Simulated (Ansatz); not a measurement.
System: ZnSe, space group F-43m (No. 216), 2 atoms in the cell.

```yaml
crystal:
  lattice:
    - [0.00000, 2.83242, 2.83242]
    - [2.83242, 0.00000, 2.83242]
    - [2.83242, 2.83242, 0.00000]
  atoms:
    - { symbol: Zn, position: [0.00000, 0.00000, 0.00000] }
    - { symbol: Se, position: [0.25000, 0.25000, 0.25000] }
```

Method: DFT, PBE, plane waves, PAW, no spin polarisation, 8×8×8 k mesh, 420 eV cutoff, Fermi-Dirac smearing of 0.02 eV (Ansatz).

What will the band structure and density of states look like? The path is Γ–X–U|K–Γ–L–W–X.

The bands leave a gap. The gap along this path is 1.29 eV and direct: both edges lie at Γ. Three bands meet at the valence-band top at Γ: it is triply degenerate (spin aside). The top valence band spans 2.7 eV and the lowest conduction band 4.2 eV. The direct gaps are 1.29 eV at Γ, 5.18 eV at X and 3.42 eV at L.

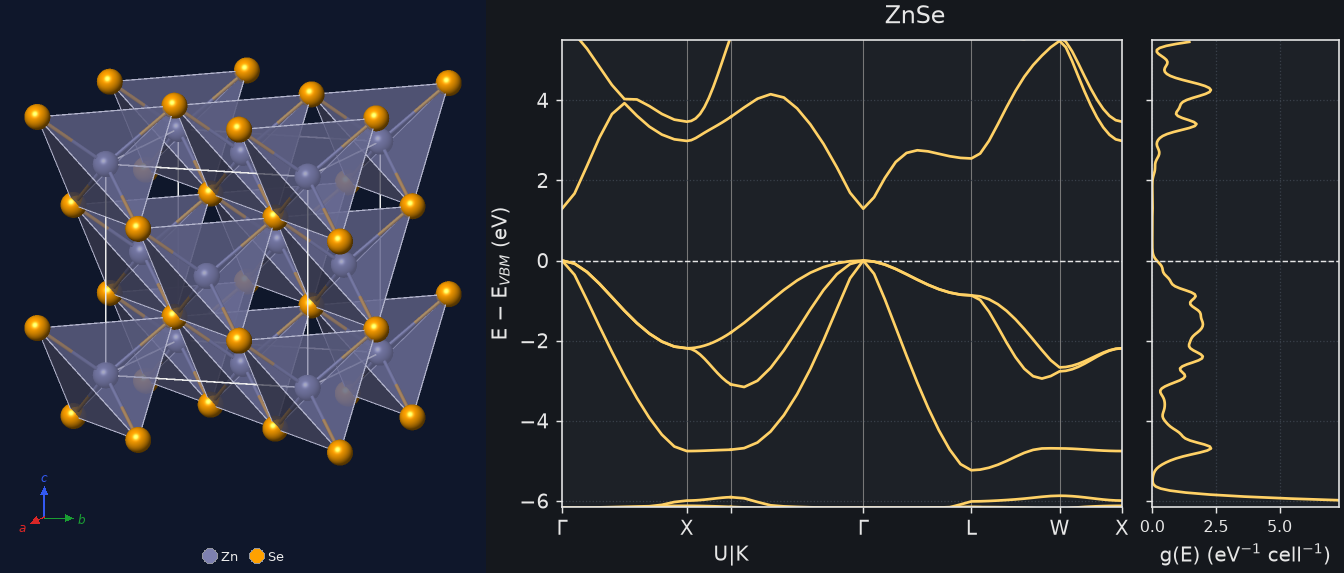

Band structure and density of states, beside the structure. Energies are counted from the top of the valence band. The curve is built from the levels of the k mesh with Gaussians 0.3 eV wide, which also blur the band edges.
